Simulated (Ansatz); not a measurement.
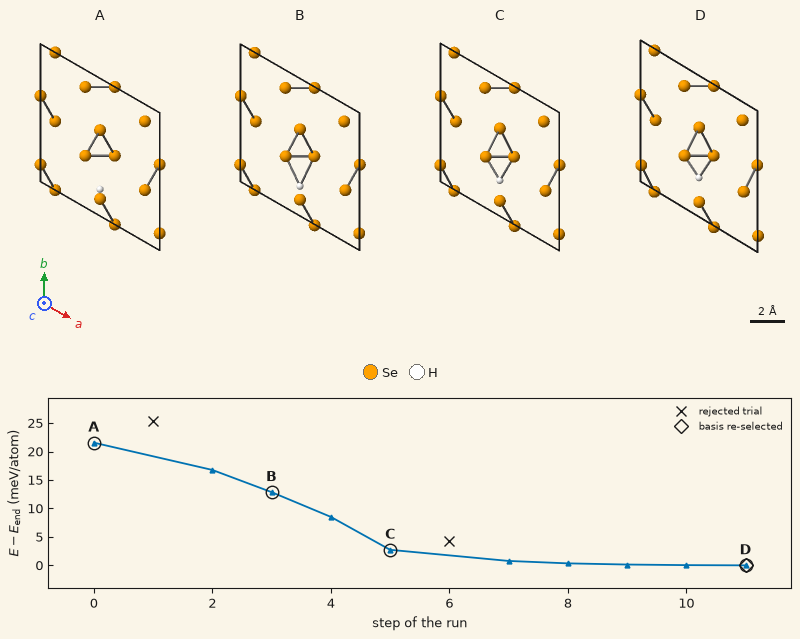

Frames of a relaxation of crystalline HSe12 (set up in C2) (coarse preliminary run), marked on the history of the run. Style: ball-and-stick. Shown: the cell of the calculation, along the c axis.

Case: 1 H put on empty site 1 of 4 host cells, relaxed.

The calculation used Ansatz 0.2.0, DFT PBE+D3(BJ), scalar-relativistic, plane waves, PAW.

Input file:
```yaml
crystal:
  lattice:
    - [8.1324821752, 0.0, 0.0]
    - [-4.0662410876, 7.0429361596, 0.0]
    - [0.0, 0.0, 5.127476294]
  atoms:
    - { symbol: Se, position: [0.1237834607, 0.0, 0.3333333333] }
    - { symbol: Se, position: [0.1237834607, 0.5, 0.3333333333] }
    - { symbol: Se, position: [0.6237834607, 0.0, 0.3333333333] }
    - { symbol: Se, position: [0.6237834607, 0.5, 0.3333333333] }
    - { symbol: Se, position: [0.5, 0.1237834607, 0.6666666667] }
    - { symbol: Se, position: [0.5, 0.6237834607, 0.6666666667] }
    - { symbol: Se, position: [0.0, 0.1237834607, 0.6666666667] }
    - { symbol: Se, position: [0.0, 0.6237834607, 0.6666666667] }
    - { symbol: Se, position: [0.3762165393, 0.3762165393, 0.0] }
    - { symbol: Se, position: [0.3762165393, 0.8762165393, 0.0] }
    - { symbol: Se, position: [0.8762165393, 0.3762165393, 0.0] }
    - { symbol: Se, position: [0.8762165393, 0.8762165393, 0.0] }
    - { symbol: H, position: [0.5, 0.1944444444, 0.1666666667] }
basis:
  ecutwfc: 420
kpoints:
  mp_grid: { grid: [3, 3, 4] }
hamiltonian:
  xc: pbe
  dispersion: d3bj
scf:
  occupations: { method: gaussian, width: 0.1 }
output:
  forces: true
  stress: true
  eigenvalues: true
relax:
  adjacent_minimum: "off"
  f_tol: 0.0325
  max_steps: 70
  cell: { stress_tol: 0.24 }
```

Run as
```bash
ansatz run input.yaml --threads 2 --pin off --max-ram 5120MiB --backend cpu --events-out ev --progress --plain --runs-dir out
```

Describe the path.

The atom that moves furthest relative to the cell is H13 (0.69 Å along +b). Largest moves by element: H 0.69 Å, Se 0.15 Å. Cell: a 8.132 → 8.070 Å (−0.8 %), b 8.132 → 8.347 Å (+2.6 %), c 5.127 → 5.180 Å (+1.0 %), β 90.0° → 89.5°, γ 120.0° → 121.1°. Volume +1.7 %. Near-neighbour distances that change, for instance: Se4–H13 2.327 → 1.812 Å, Se4–Se6 2.442 → 2.518 Å, Se4–Se9 2.442 → 2.513 Å, Se2–Se8 2.442 → 2.480 Å. New bonds form: Se4–H13 (2.33 → 1.81 Å), Se9–H13 (2.33 → 1.81 Å). Bond angles that change, for instance: Se4–Se6–Se9 103.6° → 96.9°. The space group stays C2 (No. 5). The energy falls by 21.6 meV per atom in 8 accepted moves (11 points after the start). Largest force component: 0.45 eV/Å at the start, 0.011 eV/Å at the end. Pressure: 0.41 GPa at the start and 0.03 GPa at the end. The line search rejected the trial steps at points 1, 6 of the run. The SCF was repeated once at an unchanged geometry on a basis and grid sized afresh for the cell, which shifted the energy by less than 0.05 meV per atom at most. The run took 12 min on 2 threads of Arm Neoverse N1, with other jobs on the host, peak memory 0.96 GiB. From step 0 to 3: H13 moves most (0.18 Å), volume +0.1 %, energy −8.7 meV per atom. From step 3 to 5: H13 moves most (0.34 Å), volume +0.9 %, energy −10.1 meV per atom. From step 5 to 11: H13 moves most (0.16 Å), volume +0.6 %, energy −2.7 meV per atom.
